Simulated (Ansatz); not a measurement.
**Geometry relaxation, with input and output: C**

The run: geometry relaxation of C (Fmmm, 4 atoms in the cell). Method and program: DFT LDA, scalar-relativistic, plane waves, PAW, no spin polarisation (Ansatz 0.2.0).

The structure derives from a Materials Project entry. It belongs to a series of runs on one base structure; here: relaxed under LDA. Figures and captions count atoms from 1; the log counts them from 0 in places.

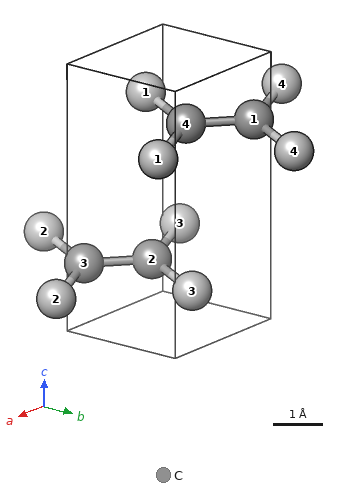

**Figure 1.** The starting structure (ball-and-stick view of the cell of the calculation, seen at an oblique angle; neighbours outside the cell are drawn fainter; atoms are numbered from 1 in the order of the input). Near neighbours in the crystal (not all of them lie inside the picture): C has 3 C at 1.41 Å.

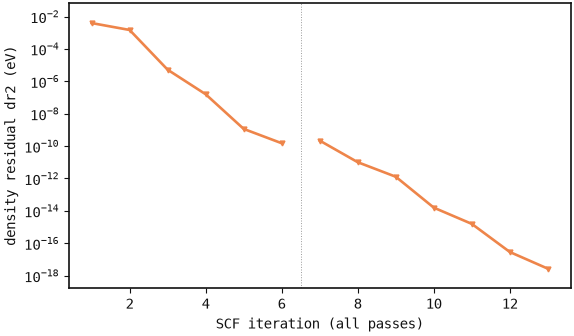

**Figure 2.** Convergence of the self-consistent field: density residual dr2 against the SCF iteration. The dotted lines part the SCF passes of the relaxation: geometry steps, rejected trials and re-solves on a re-selected basis. The passes take 6 and 7 iterations.

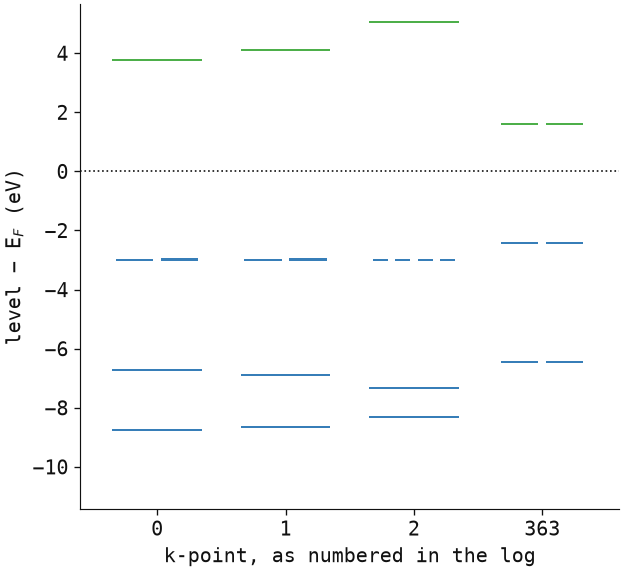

**Figure 3.** Kohn–Sham levels near the Fermi level (dotted) at the few k-points that the log prints; levels within 0.02 eV of each other stand side by side. The system is metallic on the full mesh.

The input and output of the run follow.

### The input
```yaml
crystal:
  lattice:
    - [1.2228066795, -2.116731865, 0.0]
    - [1.2228066795, 2.116731865, 0.0]
    - [0.0, 0.0, 6.7225117038]
  atoms:
    - { symbol: C, position: [0.0833124673, 0.9166875327, 0.75] }
    - { symbol: C, position: [0.5833124673, 0.4166875327, 0.25] }
    - { symbol: C, position: [0.9166875327, 0.0833124673, 0.25] }
    - { symbol: C, position: [0.4166875327, 0.5833124673, 0.75] }
basis:
  ecutwfc: 420
kpoints:
  mp_grid: { grid: [18, 18, 6] }
hamiltonian:
  xc: lda
scf:
  occupations: { method: fermi_dirac, width: 0.15 }
output:
  forces: true
  stress: true
  eigenvalues: true
relax:
  adjacent_minimum: "off"
  f_tol: 0.001
  max_steps: 60
  cell: { stress_tol: 0.01 }
```

Launch command:
```bash
ansatz run input.yaml --threads 1 --pin off --max-ram 3072MiB --backend cpu --events-out ev --progress --plain --runs-dir out
```

### Output
```
Engine: ansatz 0.2.0, x86_64-unknown-linux-gnu
Pseudopotentials: kind: paw
Pseudopotential: C, paw, valence charge 4, recommended cutoff 420 eV (normal), C.paw.azcp
Functional definition: SPW92
  exchange = slater_x
  correlation = pw_c
Crystal: 4 atoms, lattice volume = 34.800 Å³
Basis set: ecut = 420 eV, 653 PW (Γ)
Bands: 12, of which v1, the nominal top of the filled ones, is band 8 counted from 1 (7 counted from 0)
Symmetry: 16 space group operations
Space group: Fmmm (ITA 69), of the structure as read, at distance tolerance 3.3e-5 Å
k-points: 364 of 1944
Non-local potential: C, projectors of the file, l = 0: 2, l = 1: 2, l = 2: 1
PAW form: soft (Blöchl's): semilocal exchange-correlation on the pseudo side does not see the compensation charge
PAW frozen core: C, regenerated for the run's functional, and the local potential with it (the file was generated under x = pbe(κ = 0.804, μ = 0.2195149727645171), c = pbe(β = 0.06672455060314922))
PAW one-centre angular grid: C, 110 points (default); XC on 64 Gauss nodes
Initial density: superposition of atomic densities (neutral atoms: chi_scale 0, normalization atom), corrected by the library's trained network
Initial wavefunctions: pseudopotential atomic-orbital guess
Functional: x = slater, c = lda
SCF iter   1: F=—  HF=-971.929934 eV  |F-HF|=—  |Δ(HF+E_count)|=         —  Δρ=5.87e-3  dr2=3.96e-3  ethr=1.77e-3  ⟨swp⟩=4.9  Hψ=23311  notcnv=0
preconditioner: auto → none  [metal: Δε(μ)=0.107 eV  Ē_g=15.728 eV  σ=0.150 eV  W_gap=0.17  n_scr=4 (ndim 8)  ℏωp=25.2 eV  f_vac=0.006  D(μ)=0.07/eV (n_scr^D=0)  sad-step TF]
SCF iter   2: F=—  HF=-971.929626 eV  |F-HF|=—  |Δ(HF+E_count)|=   3.08e-4  Δρ=3.30e-3  dr2=1.48e-3  ethr=2.48e-5  ⟨swp⟩=1.4  Hψ=7785  notcnv=0
SCF iter   3: F=—  HF=-971.929371 eV  |F-HF|=—  |Δ(HF+E_count)|=   2.55e-4  Δρ=1.73e-4  dr2=5.21e-6  ethr=9.27e-6  ⟨swp⟩=1.0  Hψ=4369  notcnv=0
SCF iter   4: F=—  HF=-971.929375 eV  |F-HF|=—  |Δ(HF+E_count)|=   4.39e-6  Δρ=3.37e-5  dr2=1.59e-7  ethr=3.26e-8  ⟨swp⟩=2.2  Hψ=6982  notcnv=0
iter 5 did not close the SCF: its close was put off for the readings that it lacked (scf_convergence_deferred on its scf_iter line)
SCF iter   5: F=-971.929376 eV  HF=-971.929376 eV  |F-HF|=5.98e-10  |Δ(HF+E_count)|=   2.32e-7  Δρ=2.49e-6  dr2=1.15e-9  ethr=9.95e-10  ⟨swp⟩=2.2  Hψ=6675  notcnv=0
SCF iter   6: F=-971.929376 eV  HF=-971.929376 eV  |F-HF|=1.10e-10  |Δ(HF+E_count)|=  1.96e-10  Δρ=6.60e-7  dr2=1.50e-10  ethr=7.18e-12  ⟨swp⟩=1.7  Hψ=14149  notcnv=0
the search or the solves at the SCF's close seem to have found levels that the self-consistency loop had missed (the run counts 1). By its estimate they hold under 1e-12 electrons; where the run keeps them, the occupations were computed again with them
SCF 1 converged in 6 iterations: F = -971.929376 eV  dr2 = 1.50e-10
  greatest PAW one-centre occupation: 0.671 electrons in one spin orbital (limit 2), on the C atom at site 3 (counted from 0), in its partial waves of l = 0
relax step   1: F+E_penalty+E_count = -971.92937563 eV  Δ(F+E_penalty+E_count) = +0.000e0 eV  max|allowed force component| = 1.481e-4 eV/Å  Δτ_max = 0.0000 Å  P = -0.002 GPa  Ω = 34.800 Å³  (6 SCF iters, dr2 threshold 1.00e-7 eV, accepted)
Initial density: handed on by an earlier stage of this run
Initial wavefunctions: pseudopotential atomic-orbital guess (no wavefunctions were taken with the density)
iter 1 solved again at ethr=1.33e-7 eV; its pass at ethr=3.10e-3 eV (dr2=2.13e-5 eV) is discarded
SCF iter   1: F=—  HF=-971.929375 eV  |F-HF|=—  |Δ(HF+E_count)|=         —  Δρ=7.24e-7  dr2=2.18e-10  ethr=1.33e-7  ⟨swp⟩=3.7  Hψ=36606  notcnv=0
eigensolver tolerance schedule: the retry pair's looser diagonalisation over-reported the residual by 97563.22 of it (diagonalisation noise at an unbounded share of the residual, at the tolerance the schedule requests for it); recorded, not acted on — ethr = c·dr2/N_el stays at c = 1.0e-1
preconditioner: auto → none  [metal: Δε(μ)=0.106 eV  Ē_g=15.729 eV  σ=0.150 eV  W_gap=0.17  n_scr=4 (ndim 8)  ℏωp=25.2 eV  f_vac=0.000  D(μ)=0.07/eV (n_scr^D=0)]
SCF iter   2: F=—  HF=-971.929376 eV  |F-HF|=—  |Δ(HF+E_count)|=   1.79e-7  Δρ=2.82e-7  dr2=1.01e-11  ethr=1.36e-12  ⟨swp⟩=3.6  Hψ=10825  notcnv=0
iter 3 did not close the SCF: its close was put off for the readings that it lacked (scf_convergence_deferred on its scf_iter line)
SCF iter   3: F=-971.929376 eV  HF=-971.929376 eV  |F-HF|=3.41e-13  |Δ(HF+E_count)|=  3.07e-12  Δρ=1.09e-7  dr2=1.28e-12  ethr=1.00e-12  ⟨swp⟩=1.0  Hψ=4368  notcnv=0
iter 4 did not close the SCF: its close was put off for the readings that it lacked (scf_convergence_deferred on its scf_iter line)
SCF iter   4: F=-971.929376 eV  HF=-971.929376 eV  |F-HF|=2.27e-13  |Δ(HF+E_count)|=  4.55e-13  Δρ=9.89e-9  dr2=1.58e-14  ethr=1.00e-12  ⟨swp⟩=1.0  Hψ=4368  notcnv=0
iter 5 did not close the SCF: its close was put off for the readings that it lacked (scf_convergence_deferred on its scf_iter line)
SCF iter   5: F=-971.929376 eV  HF=-971.929376 eV  |F-HF|=1.14e-13  |Δ(HF+E_count)|=  1.14e-13  Δρ=2.51e-9  dr2=1.57e-15  ethr=1.00e-12  ⟨swp⟩=1.0  Hψ=4368  notcnv=0
iter 6 did not close the SCF: its close was put off for the readings that it lacked (scf_convergence_deferred on its scf_iter line)
SCF iter   6: F=-971.929376 eV  HF=-971.929376 eV  |F-HF|=2.27e-13  |Δ(HF+E_count)|=    0.00e0  Δρ=3.88e-10  dr2=2.88e-17  ethr=1.00e-12  ⟨swp⟩=1.0  Hψ=4368  notcnv=0
SCF iter   7: F=-971.929376 eV  HF=-971.929376 eV  |F-HF|=0.00e0  |Δ(HF+E_count)|=  2.27e-13  Δρ=1.09e-10  dr2=2.69e-18  ethr=1.00e-12  ⟨swp⟩=2.2  Hψ=12103  notcnv=0
SCF 2 converged in 7 iterations: F = -971.929376 eV  dr2 = 2.69e-18
relax step   2: F+E_penalty+E_count = -971.92937563 eV  Δ(F+E_penalty+E_count) = -3.820e-11 eV  max|allowed force component| = 1.568e-4 eV/Å  Δτ_max = 0.0000 Å  P = -0.002 GPa  Ω = 34.800 Å³  stress off target by 8.90e-3 GPa  SCF on the basis re-selected at this cell (its energy is not comparable with the rows above)  (7 SCF iters)
basis re-selected at this cell: Δ(F+E_penalty+E_count) = -3.820e-11 eV, ΔP = -0.000 GPa vs the last step (what re-selecting the basis moved, of the pressure what is left beyond the Pulay correction that the steps carried, after the strain that the cell walked since its last selection, with what the two solves' SCF thresholds leave and, on support functions, any second-order correction that the steps lacked; it is no measure of the basis error at this ecutwfc). This SCF's stress stands 8.90e-3 GPa from its target on what of the cell is left free (relax.cell.stress_tol is 1.00e-2 GPa) and its largest allowed force component is 1.57e-4 eV/Å (relax.f_tol is 1.00e-3 eV/Å): within both
SCF converged after 7 iterations
Free energy (F): -971.929376 eV
Harris-Foulkes:  -971.929376 eV  (|F-HF|=0.00e0)
Internal energy: -971.924094 eV  (E = F + TS)
E sigma→0 (E₀):  -971.926735 eV
Entropy (-TS):   -0.005281 eV (-1.320 meV/atom)
Fermi energy:    6.868608 eV
--- Per-component energies (eV) ---
  E_band       = -36.373290
  E_kinetic    = 366.142119
  E_local      = -623.138361  (includes V_loc(G=0)·N_el)
  E_nonlocal   = 114.297590
  E_hartree    = 187.223401
  E_xc         = -190.694006
  E_vxc        = -237.111497  (∫ρ·V_xc dr)
  E_paw        = -367.853375  (= ΣΔE_a)
  E_vpaw       = -31.009982  (= ΣTr[D̂ρ^β])
  E_aug_tail   = 0.000039  (compensation charges beyond the density's cutoff)
  E_ewald      = -458.152832
  E_core_change = 0.251330  (= ΣΔE_core)
  E_smearing   = -0.005281  (= −TS)
  E_closure    = -0.000000  (closes the sum)
  Σ components = -971.929376   (vs F -971.929376, Δ=0.00e0)
--- Forces (eV/Å), atoms counted from 1 ---
  atom   1  C      0.00000000    -0.00015684     0.00000000
  atom   2  C      0.00000000    -0.00015684     0.00000000
  atom   3  C      0.00000000     0.00015684    -0.00000000
  atom   4  C      0.00000000     0.00015684    -0.00000000
  max |Σ_I F_I| component: 3.89e-16 eV/Å
--- Stress (GPa, compression-positive) ---
       -0.003458      -0.000000       0.000000
       -0.000000      -0.008902      -0.000000
        0.000000      -0.000000       0.006002
  P = ⅓ Tr σ = -0.0021 GPa (-0.021 kbar)
--- Band table (eV; the first three rows and the last of 364) ---
  k-point 0: bands = ["-12.7693", "-12.4562", "-1.8841", "0.1370", "3.8535", "3.8719", "3.8839", "3.8883", "10.6458", "15.2903", "15.3279", "15.3633"]
  k-point 1: bands = ["-12.7497", "-12.4786", "-1.7702", "-0.0301", "3.8558", "3.8727", "3.8832", "3.8860", "10.9877", "15.2960", "15.3292", "15.3605"]
  k-point 2: bands = ["-12.6950", "-12.5387", "-1.4482", "-0.4549", "3.8625", "3.8749", "3.8796", "3.8814", "11.9303", "14.8303", "15.3144", "15.3365"]
  k-point 363: bands = ["-7.2237", "-7.2237", "-6.4268", "-6.4268", "0.4023", "0.4023", "4.4510", "4.4510", "8.4651", "8.4651", "14.5765", "14.5765"]
--- Relaxed structure (1 steps of the walk, 1 accepted, 1 SCFs on fresh bases) ---
  F+E_penalty+E_count = -971.92937563 eV   max|allowed force component| = 1.568e-4 eV/Å   (the final SCF, on the basis selected at the relaxed cell)
  cell:  # Å, volume = 34.8005 Å³
    - [1.2228066795, -2.116731865, 0.0]
    - [1.2228066795, 2.116731865, 0.0]
    - [0.0, 0.0, 6.7225117038]
  atoms:
    - { symbol: C, position: [0.08331246730000008, 0.9166875327000001, 0.7500000000000001] }
    - { symbol: C, position: [0.5833124673000001, 0.41668753270000014, 0.25000000000000006] }
    - { symbol: C, position: [0.9166875327000001, 0.08331246730000008, 0.25000000000000006] }
    - { symbol: C, position: [0.41668753270000014, 0.5833124673000001, 0.7500000000000001] }
```

### Trajectory as extended XYZ (Å, eV, eV/Å), 2 frames, from step=1 to step=2
```
4
Lattice="1.2228 -2.1167 0.0000 1.2228 2.1167 0.0000 0.0000 0.0000 6.7225" Properties=species:S:1:pos:R:3:forces:R:3 step=1 energy=-971.92938 pressure_GPa=-0.00
C     1.2228    1.7640    5.0419    0.0000  -0.0001   0.0000
C     1.2228   -0.3527    1.6806    0.0000  -0.0001   0.0000
C     1.2228   -1.7640    1.6806    0.0000   0.0001   0.0000
C     1.2228    0.3527    5.0419    0.0000   0.0001   0.0000
4
Lattice="1.2228 -2.1167 0.0000 1.2228 2.1167 0.0000 0.0000 0.0000 6.7225" Properties=species:S:1:pos:R:3:forces:R:3 step=2 energy=-971.92938 pressure_GPa=-0.00
C     1.2228    1.7640    5.0419    0.0000  -0.0002   0.0000
C     1.2228   -0.3527    1.6806    0.0000  -0.0002   0.0000
C     1.2228   -1.7640    1.6806    0.0000   0.0002   0.0000
C     1.2228    0.3527    5.0419    0.0000   0.0002   0.0000
```

### Results in brief

```tsv
quantity	value
outcome	converged
space group (tolerance 0.01 Å)	Fmmm (69)
electrons treated	16
free energy	−971.9294 eV
Fermi energy	6.869 eV
gap on the k-point mesh	none (metallic)
pressure	0.00 GPa
final volume	34.80 Å³
largest force (length of the vector) at the end	under 0.001 eV/Å
final cell	a = 2.445 Å, b = 2.445 Å, c = 6.723 Å, α = 90.00°, β = 90.00°, γ = 119.97°
hardware	1 thread of Intel Xeon @ 2.50GHz (Skylake/Cascade Lake), 192 GiB of memory available, shared host
wall time	24 s
peak memory	0.48 GiB
```

### Notes

Results for this metal are sensitive to the k-point mesh.
